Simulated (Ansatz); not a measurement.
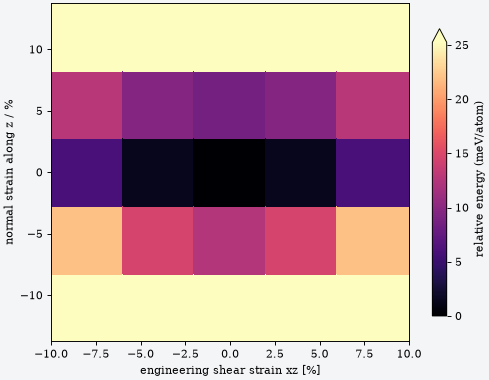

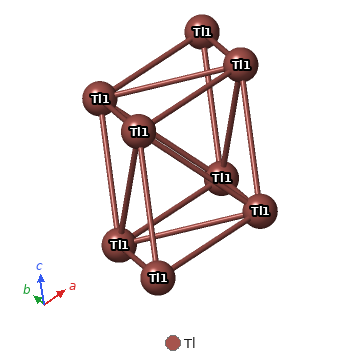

Energy landscape of Tl (Fm-3m, No. 225; 1 atom in the cell). The energy is mapped over two homogeneous strains (x, y and z along the cube axes). Coordinates scanned: (1) engineering shear strain xz; (2) normal strain along z. Nothing is relaxed (symmetry fixes all fractional coordinates). Grid: 5 × 5 points; 15 points were computed and 10 follow by symmetry. Points are written as (first, second). Energies are in meV/atom, from the lowest grid point. Computed with DFT PBEsol, scalar-relativistic, plane waves, PAW in Ansatz 0.2.0. Settings: cutoff 420 eV, k-mesh 16×16×16, gaussian smearing 0.15 eV, no spin polarisation.

In the figure: one coloured cell a grid point, one colour for all values above the top of the scale. The second picture is the structure at the lowest point

Where are the wells?

Answer. The lowest grid point is at (0 %, 0.0 %). No other kind of well shows on this grid. The highest grid point, (−8 %, −11.0 %), lies 67.6 meV/atom above the lowest. Round the minimum the two coordinates are nearly uncoupled.

The values on the grid:

| normal strain along z ↓, engineering shear strain xz → | −8 | −4 | 0 | 4 | 8 |
| --- | --- | --- | --- | --- | --- |
| 11.0 | 34.5 | 32.7 | 31.9 | 32.7 | 34.5 |
| 5.5 | 12.8 | 9.7 | 8.5 | 9.7 | 12.8 |
| 0.0 | 5.9 | 1.3 | 0.0 | 1.3 | 5.9 |
| −5.5 | 22.0 | 14.6 | 12.5 | 14.6 | 22.0 |
| −11.0 | 67.6 | 56.3 | 53.5 | 56.3 | 67.6 |

Each point was launched as `ansatz run input.yaml --threads 1 --pin off --max-ram 2048MiB --backend cpu --events-out ev --progress --plain --runs-dir out`. The whole map (15 points run) took 5.5 min on 1 thread of Arm Neoverse N1, on a shared host.
